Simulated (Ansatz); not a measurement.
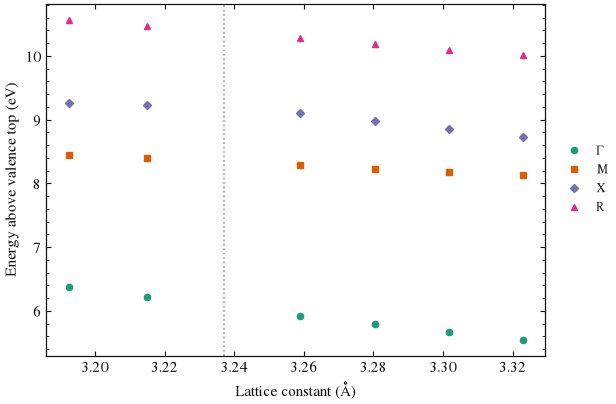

Lowest conduction level at each named k point, counted from the valence-band top at M. One run is left out (dotted line).

System: CsCl-type KF, space group Pm-3m, 2 atoms in the cell. The cell is scaled uniformly. Method: LDA, Ansatz PAW, collinear spin, ferromagnetic start that ends with little or no moment, no spin-orbit coupling, 8×8×8 k mesh, 420 eV cutoff (Ansatz).

| cell | Γ (eV) | M (eV) | X (eV) | R (eV) |
| --- | --- | --- | --- | --- |
| a = 3.192 Å | 6.37 | 8.45 | 9.27 | 10.57 |
| a = 3.215 Å | 6.21 | 8.39 | 9.22 | 10.47 |
| a = 3.259 Å | 5.93 | 8.28 | 9.10 | 10.28 |
| a = 3.281 Å | 5.79 | 8.23 | 8.97 | 10.18 |
| a = 3.302 Å | 5.67 | 8.17 | 8.85 | 10.09 |
| a = 3.323 Å | 5.55 | 8.12 | 8.72 | 10.01 |

Q: Fill in the row for a = 3.237 Å.

A: Fits through the other points against the logarithm of the volume give 6.07 eV at Γ (a straight line), 8.34 eV at M (a straight line), 9.17 eV at X (a parabola) and 10.37 eV at R (a straight line). The run itself gives 6.06, 8.33, 9.18 and 10.37 eV, within 0.01 eV of the estimates.

Q: What are the deformation potentials dE/d ln V?

A: Straight lines against ln V have slopes of −6.8 eV at Γ, −2.7 eV at M, −4.6 eV at X and −4.7 eV at R. The points bend away from straight lines by up to 0.06 eV, so these are means over the range.

Q: Which of these conduction levels is lowest, and does that change?

A: The lowest is the one at Γ, over the whole range, so among these points the gap stays indirect.

The PAW data sets were made with another functional. LDA, GGA and most meta-GGA functionals understate gaps. The usual form of KF is rocksalt.
